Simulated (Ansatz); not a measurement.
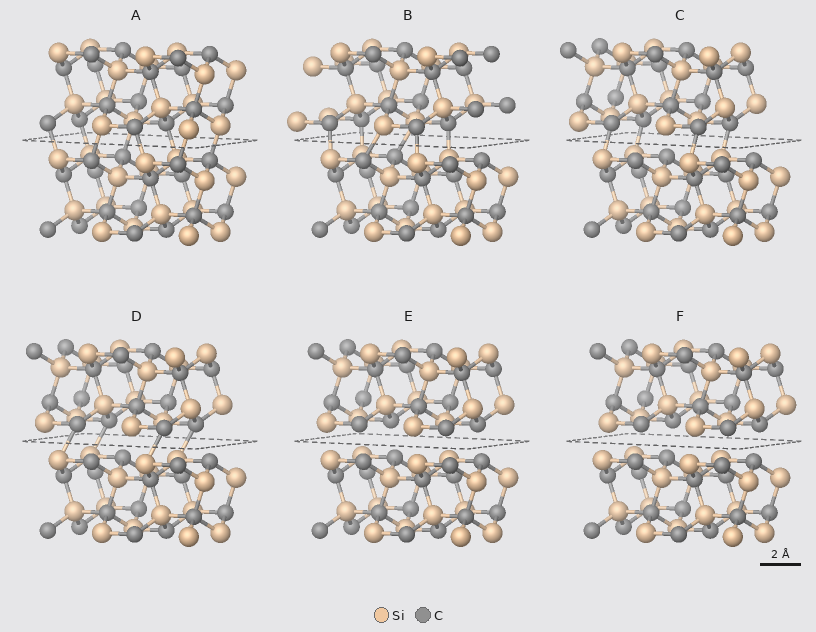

A scan of solid SiC (P6_3mc) along one coordinate. A ball-and-stick model of the layers on both sides of the dashed plane, seen from the side, nearly along that plane.

These are results of Ansatz, DFT PBE, scalar-relativistic, plane waves, PAW, not measurements. Set-up: plane-wave cutoff 420 eV; k-point mesh 9 × 5 × 3; occupations gaussian; smearing width 0.05 eV; no spin polarisation. Energies (free energies at the smearing named) are counted from the relaxed crystal.

### What is being scanned?

The crystal above a cut along the (1 0 0) plane of the conventional cell (between a plane of C/Si below and one of C/Si above, 1.78 Å apart) is slid rigidly by fractions of an in-plane lattice vector 5.94 Å long (a generalised stacking fault). In the frames the slip is 0.00 (A), 0.083 (B), 0.167 (C), 0.25 (D), 0.333 (E), 0.417 (F). One cut stands in each cell, which starts 10.7 Å high; nothing is relaxed, and the dashed outline marks the cut. Their energies are 0 mJ/m², 1015 mJ/m², 3375 mJ/m², 5393 mJ/m², 5970 mJ/m², 6477 mJ/m².
